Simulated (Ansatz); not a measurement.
Run report: Ta, geometry relaxation (part 3 of 3)

The same run, continued: Ta (defect cell, 26 atoms in the cell); DFT PBE, scalar-relativistic, plane waves, PAW, no spin polarisation (Ansatz 0.2.0); cutoff 420 eV, 4×4×4 k-mesh, Gaussian smearing of 0.1 eV. The structure derives from an entry of the Crystallography Open Database. It belongs to a series of runs on one base structure; here: atom 3 (Ta) set half-way to the vacancy, atoms relaxed in the symmetry of that start.

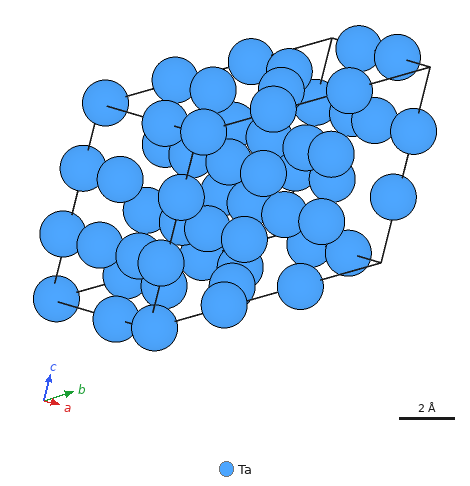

Fig. 1: The geometry at step 4 of the log (spheres-only view of the cell of the calculation, seen slightly off an axis).

Output, continued
```
--- Relaxed structure (7 steps of the walk, 7 accepted, 0 SCFs on fresh bases) ---
  F+E_penalty+E_count = -258230.22280363 eV   max|allowed force component| = 9.995e-3 eV/Å
  atoms:
    - { symbol: Ta, position: [0.6549255557377354, 0.6658388377159947, 0.3088721953562459] }
    - { symbol: Ta, position: [0.6385818749190693, 0.6946519472434376, 0.6387808972607225] }
    - { symbol: Ta, position: [0.6666666666666667, 0.5, 1.0] }
    - { symbol: Ta, position: [0.6947514584142639, 0.30534805275656274, 0.3612191027392774] }
    - { symbol: Ta, position: [0.6784077775955979, 0.3341611622840055, 0.6911278046437539] }
    - { symbol: Ta, position: [0.6666666666666667, 0.0, 0.0] }
    - { symbol: Ta, position: [0.6549255557377354, 0.037030077856690824, 0.308872195356246] }
    - { symbol: Ta, position: [0.6784077775955979, -0.03703007785669077, 0.6911278046437539] }
    - { symbol: Ta, position: [0.30544756392738925, 0.6946519472434374, 0.9719152082524027] }
    - { symbol: Ta, position: [0.34106120467004675, 0.6462692155310779, 0.32560546199662] }
    - { symbol: Ta, position: [0.317922144453937, 0.6690073932860143, 0.6512554777872698] }
    - { symbol: Ta, position: [0.35779447131042064, 0.3341611622840055, 0.011741110928931375] }
    - { symbol: Ta, position: [0.3410612046700467, 0.3537307844689221, 0.32560546199662005] }
    - { symbol: Ta, position: [0.35398576796463527, 0.3126808987020315, 0.6873191012979684] }
    - { symbol: Ta, position: [0.35779447131042075, -0.03703007785669091, 0.011741110928931292] }
    - { symbol: Ta, position: [0.3376792794869713, -5.551115123125783e-17, 0.32898738717969545] }
    - { symbol: Ta, position: [0.31792214445393674, 0.028481651139445147, 0.6512554777872701] }
    - { symbol: Ta, position: [-0.024461137977087377, 0.6658388377159945, -0.011741110928931264] }
    - { symbol: Ta, position: [-0.02065243463130173, 0.6873191012979682, 0.31268089870203164] }
    - { symbol: Ta, position: [-0.00772787133671321, 0.6462692155310776, 0.6743945380033798] }
    - { symbol: Ta, position: [0.02788576940594381, 0.30534805275656274, 0.028084791747597454] }
    - { symbol: Ta, position: [0.015411188879396687, 0.3309926067139854, 0.3487445222127298] }
    - { symbol: Ta, position: [-0.007727871336713321, 0.3537307844689223, 0.6743945380033798] }
    - { symbol: Ta, position: [-0.02446113797708739, 0.03703007785669083, -0.011741110928931243] }
    - { symbol: Ta, position: [0.015411188879396605, -0.028481651139445258, 0.3487445222127299] }
    - { symbol: Ta, position: [-0.0043459461536379225, 2.6020852139652106e-18, 0.6710126128203044] }
```

Trajectory as extended XYZ (Å, eV, eV/Å), 7 frames, from step=1 to step=7
```
26
Lattice="6.3345 0.0000 -6.3345 0.0000 6.3345 -6.3345 6.3345 6.3345 0.0000" Properties=species:S:1:pos:R:3:forces:R:3 step=1 energy=-258228.68188
Ta    6.3345    6.3345   -8.4460   -0.6533  -0.5381  -0.0518
Ta    8.4460    8.4460   -8.4460   -0.8190  -0.4173  -0.4173
Ta   10.5575    9.5018   -7.3903    0.0000   0.0000   0.0000
Ta    6.3345    4.2230   -6.3345    0.8190   0.4173   0.4173
Ta    8.4460    6.3345   -6.3345    0.6533   0.5381   0.0518
Ta    4.2230    0.0000   -4.2230    0.0000   0.0000   0.0000
Ta    6.3345    2.1115   -4.2230   -0.6533  -0.0518  -0.5381
Ta    8.4460    4.2230   -4.2230    0.6533   0.0518   0.5381
Ta    8.4460   10.5575   -6.3345   -0.8190   0.4173   0.4173
Ta    4.2230    6.3345   -6.3345    0.0000  -0.5460  -0.4657
Ta    6.3345    8.4460   -6.3345   -0.0842  -0.0931   0.0931
Ta    2.1115    2.1115   -4.2230    0.6533  -0.0518  -0.5381
Ta    4.2230    4.2230   -4.2230    0.0000  -0.4657  -0.5460
Ta    6.3345    6.3345   -4.2230    0.0618   0.0000   0.0000
Ta    2.1115    0.0000   -2.1115    0.6533  -0.5381  -0.0518
Ta    4.2230    2.1115   -2.1115    0.0000  -0.2057  -0.2057
Ta    6.3345    4.2230   -2.1115   -0.0842   0.0931  -0.0931
Ta    0.0000    4.2230   -4.2230   -0.6533   0.0518   0.5381
Ta    2.1115    6.3345   -4.2230   -0.0618   0.0000   0.0000
Ta    4.2230    8.4460   -4.2230    0.0000   0.4657   0.5460
Ta    0.0000    2.1115   -2.1115    0.8190  -0.4173  -0.4173
Ta    2.1115    4.2230   -2.1115    0.0842   0.0931  -0.0931
Ta    4.2230    6.3345   -2.1115    0.0000   0.5460   0.4657
Ta    0.0000    0.0000    0.0000   -0.6533   0.5381   0.0518
Ta    2.1115    2.1115    0.0000    0.0842  -0.0931   0.0931
Ta    4.2230    4.2230    0.0000    0.0000   0.2057   0.2057
26
Lattice="6.3345 0.0000 -6.3345 0.0000 6.3345 -6.3345 6.3345 6.3345 0.0000" Properties=species:S:1:pos:R:3:forces:R:3 step=2 energy=-258229.68891
Ta    6.1859    6.2068   -8.4493    0.1852   0.1652   0.2929
Ta    8.2944    8.3992   -8.4929   -0.2796   0.0859   0.0859
Ta   10.5575    9.5018   -7.3903    0.0000   0.0000   0.0000
Ta    6.4862    4.2699   -6.2877    0.2796  -0.0859  -0.0859
Ta    8.5946    6.4623   -6.3312   -0.1852  -0.1652  -0.2929
Ta    4.2230    0.0000   -4.2230    0.0000   0.0000   0.0000
Ta    6.1859    2.1082   -4.3508    0.1852   0.2929   0.1652
Ta    8.5946    4.2263   -4.0953   -0.1852  -0.2929  -0.1652
Ta    8.2944   10.6044   -6.2877   -0.2796  -0.0859  -0.0859
Ta    4.2230    6.2036   -6.4076    0.0000  -0.0151   0.7810
Ta    6.2824    8.4164   -6.3049   -0.4414  -0.0966   0.0966
Ta    2.2601    2.1082   -4.3508   -0.1852   0.2929   0.1652
Ta    4.2230    4.1500   -4.3540    0.0000   0.7810  -0.0151
Ta    6.3760    6.3345   -4.2230   -0.1450   0.0000   0.0000
Ta    2.2601   -0.1277   -2.1148   -0.1852   0.1652   0.2929
Ta    4.2230    2.0687   -2.1543    0.0000   0.4810   0.4810
Ta    6.2824    4.2526   -2.1411   -0.4414   0.0966  -0.0966
Ta   -0.1486    4.2263   -4.0953    0.1852  -0.2929  -0.1652
Ta    2.0700    6.3345   -4.2230    0.1450   0.0000   0.0000
Ta    4.2230    8.5191   -4.0921    0.0000  -0.7810   0.0151
Ta    0.1517    2.0647   -2.1584    0.2796   0.0859   0.0859
Ta    2.1637    4.2526   -2.1411    0.4414   0.0966  -0.0966
Ta    4.2230    6.4655   -2.0385    0.0000   0.0151  -0.7810
Ta   -0.1486    0.1277    0.0033    0.1852  -0.1652  -0.2929
Ta    2.1637    2.0819    0.0296    0.4414  -0.0966   0.0966
Ta    4.2230    4.2658    0.0428    0.0000  -0.4810  -0.4810
26
Lattice="6.3345 0.0000 -6.3345 0.0000 6.3345 -6.3345 6.3345 6.3345 0.0000" Properties=species:S:1:pos:R:3:forces:R:3 step=3 energy=-258230.13296
Ta    6.1481    6.1888   -8.3893   -0.1270   0.1515  -0.0235
Ta    8.2040    8.4288   -8.4633   -0.2051  -0.0097  -0.0097
Ta   10.5575    9.5018   -7.3903    0.0000   0.0000   0.0000
Ta    6.5765    4.2403   -6.3173    0.2051   0.0097   0.0097
Ta    8.6324    6.4803   -6.3912    0.1270  -0.1515   0.0235
Ta    4.2230    0.0000   -4.2230    0.0000   0.0000   0.0000
Ta    6.1481    2.1682   -4.3688   -0.1270  -0.0235   0.1515
Ta    8.6324    4.1663   -4.0772    0.1270   0.0235  -0.1515
Ta    8.2040   10.5748   -6.3173   -0.2051   0.0097   0.0097
Ta    4.2230    6.1888   -6.2837    0.0000  -0.0732   0.0487
Ta    6.2084    8.3787   -6.2672   -0.0534   0.0545  -0.0545
Ta    2.2979    2.1682   -4.3688    0.1270  -0.0235   0.1515
Ta    4.2230    4.2739   -4.3687    0.0000   0.0487  -0.0732
Ta    6.5117    6.3345   -4.2230    0.0972   0.0000   0.0000
Ta    2.2979   -0.1458   -2.0548    0.1270   0.1515  -0.0235
Ta    4.2230    2.1074   -2.1156    0.0000  -0.2034  -0.2034
Ta    6.2084    4.2904   -2.1789   -0.0534  -0.0545   0.0545
Ta   -0.1864    4.1663   -4.0772   -0.1270   0.0235  -0.1515
Ta    1.9343    6.3345   -4.2230   -0.0972   0.0000   0.0000
Ta    4.2230    8.3952   -4.0773    0.0000  -0.0487   0.0732
Ta    0.2420    2.0943   -2.1288    0.2051  -0.0097  -0.0097
Ta    2.2377    4.2904   -2.1789    0.0534  -0.0545   0.0545
Ta    4.2230    6.4803   -2.1624    0.0000   0.0732  -0.0487
Ta   -0.1864    0.1458   -0.0567   -0.1270  -0.1515   0.0235
Ta    2.2377    2.0441    0.0674    0.0534   0.0545  -0.0545
Ta    4.2230    4.2272    0.0041    0.0000   0.2034   0.2034
26
Lattice="6.3345 0.0000 -6.3345 0.0000 6.3345 -6.3345 6.3345 6.3345 0.0000" Properties=species:S:1:pos:R:3:forces:R:3 step=4 energy=-258230.19975
Ta    6.0978    6.1672   -8.3655    0.0208   0.1023  -0.0142
Ta    8.1258    8.4279   -8.4642   -0.1445   0.0942   0.0942
Ta   10.5575    9.5018   -7.3903    0.0000   0.0000   0.0000
Ta    6.6548    4.2412   -6.3164    0.1445  -0.0942  -0.0942
Ta    8.6828    6.5018   -6.4150   -0.0208  -0.1023   0.0142
Ta    4.2230    0.0000   -4.2230    0.0000   0.0000   0.0000
Ta    6.0978    2.1920   -4.3903    0.0208  -0.0142   0.1023
Ta    8.6828    4.1425   -4.0557   -0.0208   0.0142  -0.1023
Ta    8.1258   10.5757   -6.3164   -0.1445  -0.0942  -0.0942
Ta    4.2230    6.1618   -6.2444    0.0000   0.1191  -0.1037
Ta    6.1642    8.3651   -6.2536   -0.0136   0.0687  -0.0687
Ta    2.3483    2.1920   -4.3903   -0.0208  -0.0142   0.1023
Ta    4.2230    4.3132   -4.3957    0.0000  -0.1037   0.1191
Ta    6.5882    6.3345   -4.2230    0.0957   0.0000   0.0000
Ta    2.3483   -0.1673   -2.0310   -0.0208   0.1023  -0.0142
Ta    4.2230    2.0843   -2.1387    0.0000   0.0618   0.0618
Ta    6.1642    4.3040   -2.1924   -0.0136  -0.0687   0.0687
Ta   -0.2368    4.1425   -4.0557    0.0208   0.0142  -0.1023
Ta    1.8578    6.3345   -4.2230   -0.0957   0.0000   0.0000
Ta    4.2230    8.3559   -4.0503    0.0000   0.1037  -0.1191
Ta    0.3203    2.0934   -2.1297    0.1445   0.0942   0.0942
Ta    2.2818    4.3040   -2.1924    0.0136  -0.0687   0.0687
Ta    4.2230    6.5072   -2.2017    0.0000  -0.1191   0.1037
Ta   -0.2368    0.1673   -0.0805    0.0208  -0.1023   0.0142
Ta    2.2818    2.0306    0.0809    0.0136   0.0687  -0.0687
Ta    4.2230    4.2502    0.0272    0.0000  -0.0618  -0.0618
26
Lattice="6.3345 0.0000 -6.3345 0.0000 6.3345 -6.3345 6.3345 6.3345 0.0000" Properties=species:S:1:pos:R:3:forces:R:3 step=5 energy=-258230.21876
Ta    6.1009    6.1815   -8.3680    0.0274  -0.0568   0.0282
Ta    8.1000    8.4452   -8.4468   -0.0009  -0.0164  -0.0164
Ta   10.5575    9.5018   -7.3903    0.0000   0.0000   0.0000
Ta    6.6805    4.2238   -6.3337    0.0009   0.0164   0.0164
Ta    8.6797    6.4876   -6.4126   -0.0274   0.0568  -0.0282
Ta    4.2230    0.0000   -4.2230    0.0000   0.0000   0.0000
Ta    6.1009    2.1896   -4.3761    0.0274   0.0282  -0.0568
Ta    8.6797    4.1450   -4.0699   -0.0274  -0.0282   0.0568
Ta    8.1000   10.5583   -6.3337   -0.0009   0.0164   0.0164
Ta    4.2230    6.1590   -6.2491    0.0000   0.0426  -0.0326
Ta    6.1505    8.3678   -6.2563   -0.0144  -0.0587   0.0587
Ta    2.3452    2.1896   -4.3761   -0.0274   0.0282  -0.0568
Ta    4.2230    4.3085   -4.3986    0.0000  -0.0326   0.0426
Ta    6.6065    6.3345   -4.2230   -0.0366   0.0000   0.0000
Ta    2.3452   -0.1531   -2.0334   -0.0274  -0.0568   0.0282
Ta    4.2230    2.0880   -2.1350    0.0000   0.0059   0.0059
Ta    6.1505    4.3013   -2.1898   -0.0144   0.0587  -0.0587
Ta   -0.2337    4.1450   -4.0699    0.0274  -0.0282   0.0568
Ta    1.8396    6.3345   -4.2230    0.0366   0.0000   0.0000
Ta    4.2230    8.3606   -4.0475    0.0000   0.0326  -0.0426
Ta    0.3460    2.1107   -2.1123    0.0009  -0.0164  -0.0164
Ta    2.2956    4.3013   -2.1898    0.0144   0.0587  -0.0587
Ta    4.2230    6.5101   -2.1969    0.0000  -0.0426   0.0326
Ta   -0.2337    0.1531   -0.0781    0.0274   0.0568  -0.0282
Ta    2.2956    2.0332    0.0783    0.0144  -0.0587   0.0587
Ta    4.2230    4.2465    0.0235    0.0000  -0.0059  -0.0059
26
Lattice="6.3345 0.0000 -6.3345 0.0000 6.3345 -6.3345 6.3345 6.3345 0.0000" Properties=species:S:1:pos:R:3:forces:R:3 step=6 energy=-258230.22236
Ta    6.1040    6.1750   -8.3656   -0.0047  -0.0003  -0.0040
Ta    8.0907    8.4460   -8.4460    0.0100   0.0047   0.0047
Ta   10.5575    9.5018   -7.3903    0.0000   0.0000   0.0000
Ta    6.6898    4.2230   -6.3345   -0.0100  -0.0047  -0.0047
Ta    8.6766    6.4940   -6.4150    0.0047   0.0003   0.0040
Ta    4.2230    0.0000   -4.2230    0.0000   0.0000   0.0000
Ta    6.1040    2.1919   -4.3825   -0.0047  -0.0040  -0.0003
Ta    8.6766    4.1426   -4.0635    0.0047   0.0040   0.0003
Ta    8.0907   10.5575   -6.3345    0.0100  -0.0047  -0.0047
Ta    4.2230    6.1566   -6.2535    0.0000   0.0023   0.0165
Ta    6.1437    8.3620   -6.2505   -0.0259   0.0091  -0.0091
Ta    2.3420    2.1919   -4.3825    0.0047  -0.0040  -0.0003
Ta    4.2230    4.3040   -4.4010    0.0000   0.0165   0.0023
Ta    6.6025    6.3345   -4.2230   -0.0265   0.0000   0.0000
Ta    2.3420   -0.1595   -2.0311    0.0047  -0.0003  -0.0040
Ta    4.2230    2.0856   -2.1374    0.0000   0.0034   0.0034
Ta    6.1437    4.3070   -2.1955   -0.0259  -0.0091   0.0091
Ta   -0.2305    4.1426   -4.0635   -0.0047   0.0040   0.0003
Ta    1.8435    6.3345   -4.2230    0.0265   0.0000   0.0000
Ta    4.2230    8.3650   -4.0451    0.0000  -0.0165  -0.0023
Ta    0.3553    2.1115   -2.1115   -0.0100   0.0047   0.0047
Ta    2.3024    4.3070   -2.1955    0.0259  -0.0091   0.0091
Ta    4.2230    6.5125   -2.1925    0.0000  -0.0023  -0.0165
Ta   -0.2305    0.1595   -0.0804   -0.0047   0.0003   0.0040
Ta    2.3024    2.0275    0.0840    0.0259   0.0091  -0.0091
Ta    4.2230    4.2489    0.0259    0.0000  -0.0034  -0.0034
26
Lattice="6.3345 0.0000 -6.3345 0.0000 6.3345 -6.3345 6.3345 6.3345 0.0000" Properties=species:S:1:pos:R:3:forces:R:3 step=7 energy=-258230.22280
Ta    6.1052    6.1743   -8.3664    0.0064   0.0000  -0.0027
Ta    8.0915    8.4467   -8.4454   -0.0031   0.0034   0.0034
Ta   10.5575    9.5018   -7.3903    0.0000   0.0000   0.0000
Ta    6.6891    4.2224   -6.3352    0.0031  -0.0034  -0.0034
Ta    8.6754    6.4947   -6.4141   -0.0064   0.0000   0.0027
Ta    4.2230    0.0000   -4.2230    0.0000   0.0000   0.0000
Ta    6.1052    2.1911   -4.3832    0.0064  -0.0027   0.0000
Ta    8.6754    4.1434   -4.0628   -0.0064   0.0027   0.0000
Ta    8.0915   10.5569   -6.3352   -0.0031  -0.0034  -0.0034
Ta    4.2230    6.1564   -6.2543    0.0000  -0.0034   0.0100
Ta    6.1393    8.3632   -6.2517   -0.0003   0.0017  -0.0017
Ta    2.3408    2.1911   -4.3832   -0.0064  -0.0027   0.0000
Ta    4.2230    4.3033   -4.4012    0.0000   0.0100  -0.0034
Ta    6.5962    6.3345   -4.2230    0.0020   0.0000   0.0000
Ta    2.3408   -0.1602   -2.0319   -0.0064   0.0000  -0.0027
Ta    4.2230    2.0840   -2.1390    0.0000   0.0015   0.0015
Ta    6.1393    4.3058   -2.1943   -0.0003  -0.0017   0.0017
Ta   -0.2293    4.1434   -4.0628    0.0064   0.0027   0.0000
Ta    1.8499    6.3345   -4.2230   -0.0020   0.0000   0.0000
Ta    4.2230    8.3658   -4.0449    0.0000  -0.0100   0.0034
Ta    0.3545    2.1121   -2.1109    0.0031   0.0034   0.0034
Ta    2.3068    4.3058   -2.1943    0.0003  -0.0017   0.0017
Ta    4.2230    6.5127   -2.1918    0.0000   0.0034  -0.0100
Ta   -0.2293    0.1602   -0.0796    0.0064   0.0000   0.0027
Ta    2.3068    2.0287    0.0828    0.0003   0.0017  -0.0017
Ta    4.2230    4.2505    0.0275    0.0000  -0.0015  -0.0015
```

Results in brief

```json
{"quantity": "outcome", "value": "converged"}
{"quantity": "electrons treated", "value": "338"}
{"quantity": "free energy", "value": "−258230.2228 eV"}
{"quantity": "Fermi energy", "value": "17.302 eV"}
{"quantity": "gap on the k-point mesh", "value": "none (metallic)"}
{"quantity": "pressure", "value": "−4.82 GPa"}
{"quantity": "final volume", "value": "508.36 Å³"}
{"quantity": "largest force (length of the vector) at the end", "value": "0.011 eV/Å"}
{"quantity": "hardware", "value": "4 threads of Intel Xeon @ 2.30GHz, 28 GiB of memory available, shared host"}
{"quantity": "wall time", "value": "5.3 min (CPU time 16 min)"}
{"quantity": "peak memory", "value": "2 GiB"}
```

Notes

Notes on the run: the SCF threshold is looser than advised for the printed stress. Spin–orbit coupling is left out, which matters for Ta.
